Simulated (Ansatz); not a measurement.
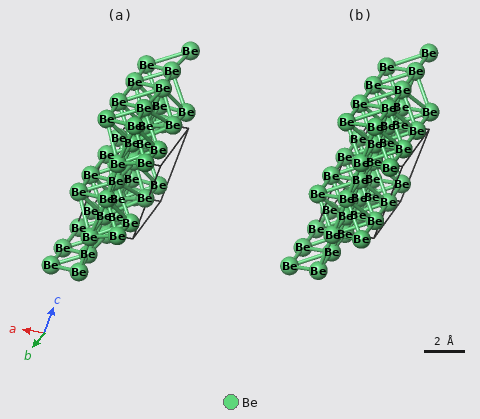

The structure of a crystal of Be (built on the indium (bct)_139 type) (coarse preliminary run) before (left) and after (right) a relaxation, at one scale.

Style: ball-and-stick. Shown: the cell of the calculation, reduced to other axes, repeated 1 × 2 × 2 with one cell outlined, from a free direction. Lengths and directions refer to the drawn axes.

These are results of DFT PBE, scalar-relativistic, plane waves, PAW (Ansatz 0.2.0), not measurements. (plane-wave cutoff 420 eV; k-point mesh 6 × 6 × 6; occupations gaussian; smearing width 0.1 eV; no spin polarisation; cell and atoms relaxed; force threshold 0.015 eV/Å; at most 120 steps)

**Summarise the run.**

A Be atom moves most relative to the cell: 0.27 Å along [−3 1 −2]. The drawn cell changes as follows: a 4.393 → 4.467 Å (+1.7 %), b 4.470 → 4.468 Å (0.0 %), c 4.481 → 4.468 Å (−0.3 %), α 91.4° → 90.0°, β 118.6° → 120.0°, γ 118.9° → 120.0°; the volume changes by −1.2 %. Near-neighbour distances that change, for instance: Be–Be 2.619 → 2.234 Å, Be–Be 2.589 → 2.234 Å, Be–Be 2.553 → 2.234 Å, Be–Be 1.935 → 2.234 Å. The space group (tolerance 0.01 Å) goes from P1 (No. 1) to Fm-3m (No. 225). The energy falls by 158 meV per atom in 5 accepted moves (6 points after the start). Largest force component: 2.3 eV/Å at the start, 0.0002 eV/Å at the end. The pressure goes from 4.42 to 0.01 GPa. The SCF was repeated once at an unchanged geometry on a basis and grid sized afresh for the cell, which shifted the energy by less than 0.05 meV per atom at most. The run took roughly 110 core-seconds on a shared host.
